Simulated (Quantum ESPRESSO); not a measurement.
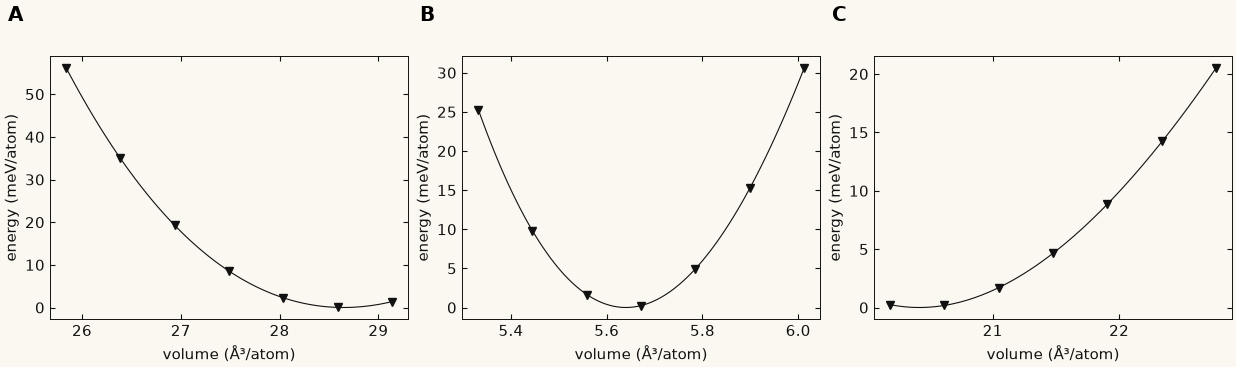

Each panel shows the energy against volume for one of these solids: C, Fd-3m (No. 227); InAs, F-43m (No. 216); NaCl, Pm-3m (No. 221).

How it was computed, with Quantum ESPRESSO 7.5: plane-wave DFT, no spin polarisation; energies at scaled volumes of the given cell, shape and fractions fixed, counted from the fit's minimum, third-order Birch-Murnaghan fit. Level: PBE with D3(BJ).

### Which panel belongs to which solid?

A is InAs (energy from 0.03 meV/atom to 56.19 meV/atom, V0 28.65 Å³/atom, B0 54 GPa); B is C (energy from 0.25 meV/atom to 30.63 meV/atom, V0 5.64 Å³/atom, B0 441 GPa); C is NaCl (energy from 0.18 meV/atom to 20.53 meV/atom, V0 20.42 Å³/atom, B0 29.8 GPa).
